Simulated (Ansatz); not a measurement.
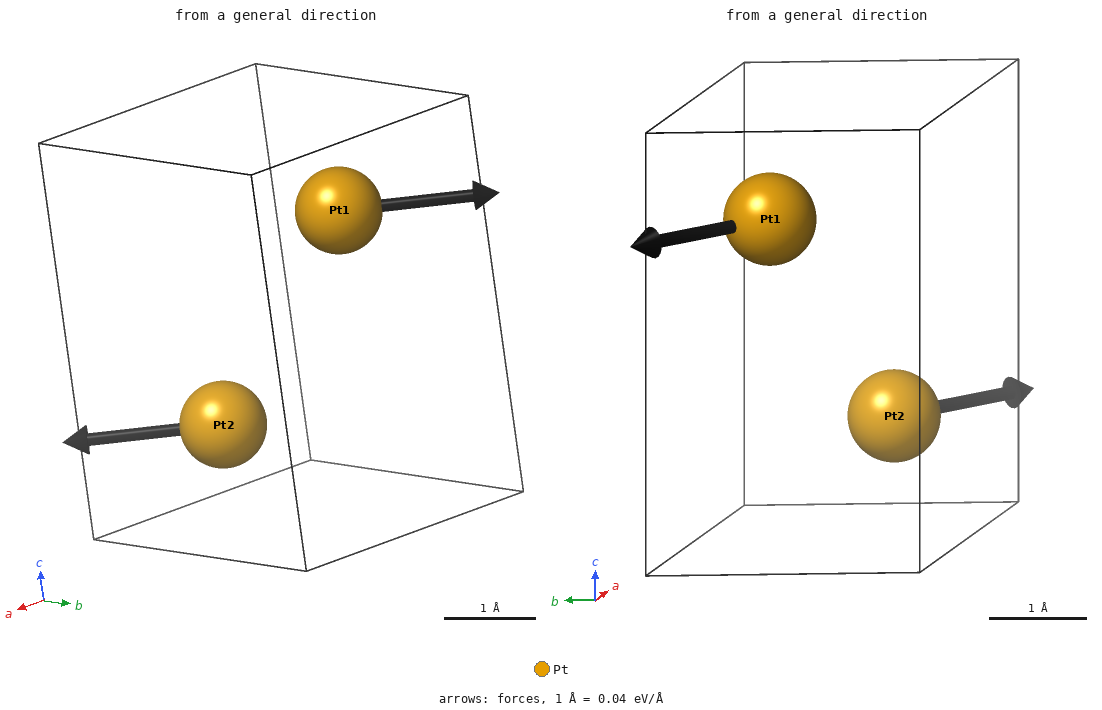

We look at a spheres-only model of the crystal from two general directions. The frame is the cell (the run's own, in a reduced setting); atoms at its boundary are shown with their periodic copies. The arrows are the computed forces on the atoms.

System: Pt. Computational set-up: DFT PBEsol, scalar-relativistic, plane waves, PAW (Ansatz), a kinetic-energy cutoff of 420 eV, k-points about 0.15 Å⁻¹ apart, Gaussian smearing of 0.15 eV, no spin polarisation.

Question: Is the structure at a minimum of the energy?

Answer: No. The atoms still feel forces of up to about 0.053 eV/Å, above a usual threshold of 0.01 to 0.03 eV/Å.

Question: Find the atom with the largest force.

Answer: Pt1 and Pt2, about 0.053 eV/Å.

The model was built from a structure listed in the Materials Project. The cell was then strained or its atoms displaced on purpose. A calculation with Ansatz used it as input.
